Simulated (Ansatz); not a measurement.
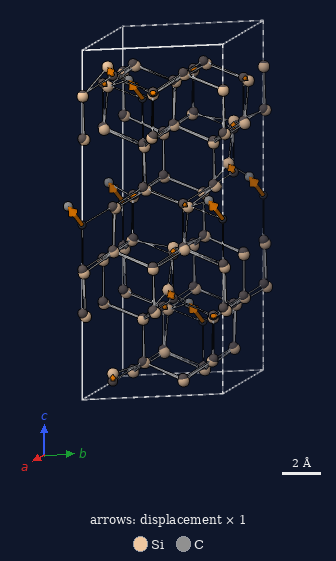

A relaxation of a defect cell of composition Si16C. The starting structure is drawn faded, the final one solid; orange arrows show the displacements, at their true length.

A ball-and-stick model of the larger cell on standard axes (3 times the calculation's cell) (origin shifted), seen slightly off an axis.

It is an interstitial C in diamond Si. The run prepares an end point of a later path (interstitial hop) calculation, from a guessed geometry.

Method: Ansatz 0.2.0, DFT PBE, scalar-relativistic, plane waves, PAW.

The input:
```yaml
crystal:
  lattice:
    - [0.0, 5.43, 5.43]
    - [5.43, 0.0, 5.43]
    - [5.43, 5.43, 0.0]
  atoms:
    - { symbol: Si, position: [0.0, 0.0, 0.0] }
    - { symbol: Si, position: [0.125, 0.125, 0.125] }
    - { symbol: Si, position: [0.0, 0.0, 0.5] }
    - { symbol: Si, position: [0.125, 0.125, 0.625] }
    - { symbol: Si, position: [0.0, 0.5, 0.0] }
    - { symbol: Si, position: [0.125, 0.625, 0.125] }
    - { symbol: Si, position: [0.0, 0.5, 0.5] }
    - { symbol: Si, position: [0.125, 0.625, 0.625] }
    - { symbol: Si, position: [0.5, 0.0, 0.0] }
    - { symbol: Si, position: [0.625, 0.125, 0.125] }
    - { symbol: Si, position: [0.5, 0.0, 0.5] }
    - { symbol: Si, position: [0.625, 0.125, 0.625] }
    - { symbol: Si, position: [0.5, 0.5, 0.0] }
    - { symbol: Si, position: [0.625, 0.625, 0.125] }
    - { symbol: Si, position: [0.5, 0.5, 0.5] }
    - { symbol: Si, position: [0.625, 0.625, 0.625] }
    - { symbol: C, position: [0.3734061, 0.3678943, 0.874383], spin: 1.0 }
magnetization:
  spin_polarized: true
basis:
  ecutwfc: 420.0
kpoints:
  mp_grid: { grid: [2, 2, 2] }
hamiltonian:
  xc: pbe
scf:
  occupations: { method: gaussian, width: 0.02 }
  lower_state_search: "off"
relax:
  f_tol: 0.03
  max_steps: 60
  adjacent_minimum: "off"
```

Run as
```bash
ansatz run input.yaml --threads 2 --pin off --max-ram 5120MiB --backend cpu --events-out ev --progress --plain --runs-dir out
```

### Which element moves most?

Carbon: up to 1.54 Å, against 0.63 Å for silicon.

### What happened in the run?

After 15 geometry steps the energy has fallen by 1.586 eV per cell of the calculation. The largest force component goes from 0.54 to 0.011 eV/Å. The atom that moves furthest is C17 (1.54 Å along [3 −2 2]). Largest moves by element: C 1.54 Å, Si 0.63 Å. The cell doesn't change. Among the contacts that change: Si13–C17 2.410 → 3.923 Å, Si15–C17 2.348 → 3.514 Å, Si2–C17 2.668 → 1.770 Å, Si5–C17 2.342 → 1.835 Å. New bonds form, among them: Si2–C17 (2.67 → 1.77 Å). Among the angles between lasting bonds that change: Si14–Si9–C17 178.8° → 131.9°, Si14–Si5–C17 178.4° → 131.9°, Si10–Si9–C17 71.7° → 110.8°. The program noted that the starting moments weren't kept. Cost: 89 s on 2 threads of Intel(R) Xeon(R) Platinum 8488C (Sapphire Rapids) (shared host), peak memory 0.82 GiB.

Limits of the set-up: the k-point mesh is coarse for a cell with partly filled bands; the periodic images lie only 7.7 Å apart, so the values are limited by the cell's size.
